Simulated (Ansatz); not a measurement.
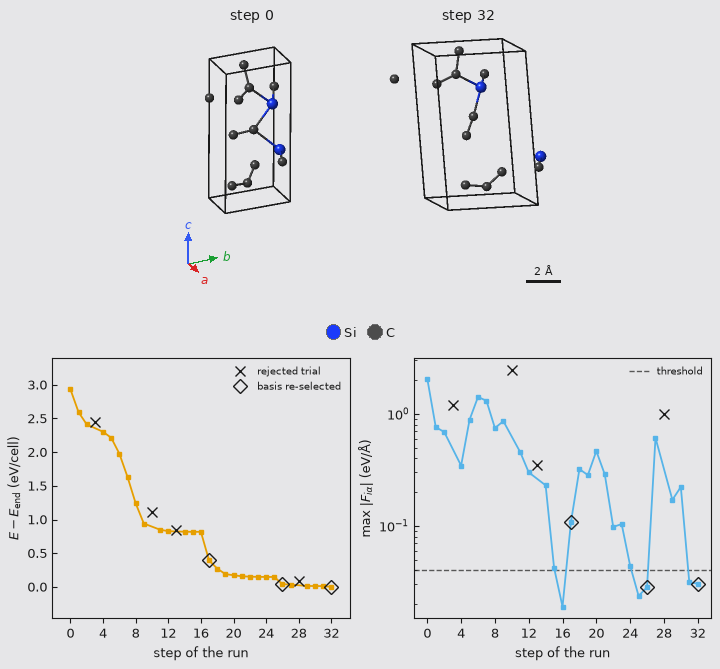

First and last geometry of a relaxation of a crystal of SiC$_{5}$ (a generated structure, set up in P1) (coarse preliminary run), with the history of the run. The picture is a ball-and-stick view of the cell of the calculation, seen slightly off an axis.

Level of theory: DFT PBE, scalar-relativistic, plane waves, PAW in Ansatz. Settings: plane-wave cutoff 420 eV; k-point mesh 4 × 4 × 2; occupations gaussian; smearing width 0.1 eV; no spin polarisation; cell and atoms relaxed; force threshold 0.04 eV/Å; at most 70 steps.

Question: Read the history and describe the run.

Answer: It converged. The atom that moves furthest relative to the cell is a Si atom (1.53 Å along [−2 −3 1]). By element the largest moves are Si 1.53 Å, C 1.44 Å. The drawn cell changes as follows: a 3.791 → 3.266 Å (−13.8 %), b 4.033 → 5.454 Å (+35.2 %), c 8.642 → 9.658 Å (+11.7 %), α 83.6° → 93.7°, β 88.9° → 89.6°, γ 89.9° → 73.6°; the volume changes by +25.4 %. Some distances before and after: C–Si 2.119 → 5.332 Å, C–Si 2.141 → 4.753 Å, Si–Si 2.979 → 5.570 Å, C–Si 2.360 → 2.867 Å. Among the angles between lasting bonds that change: Si–C–C 84.2° → 122.0°, Si–C–C 136.4° → 174.2°, C–Si–C 154.6° → 122.0°. The space group stays P1 (No. 1). Over 25 accepted moves (32 points after the start) the energy falls by 2.932 eV per cell of the calculation. Largest force component: 2.1 eV/Å at the start, 0.03 eV/Å at the end. The pressure goes from −0.55 to 0.04 GPa. The line search rejected the trial steps at points 3, 10, 13, 28 of the run. The SCF was repeated 3 times at an unchanged geometry on a basis and grid sized afresh for the cell, which shifted the energy by 0.424 eV per cell of the calculation at most. Cost: 6.5 min on 1 thread of Intel(R) Xeon(R) Processor @ 2.70GHz, with other jobs on the host, peak memory 0.43 GiB.

Limits of the set-up: the k-point mesh is coarse for a cell with partly filled bands.
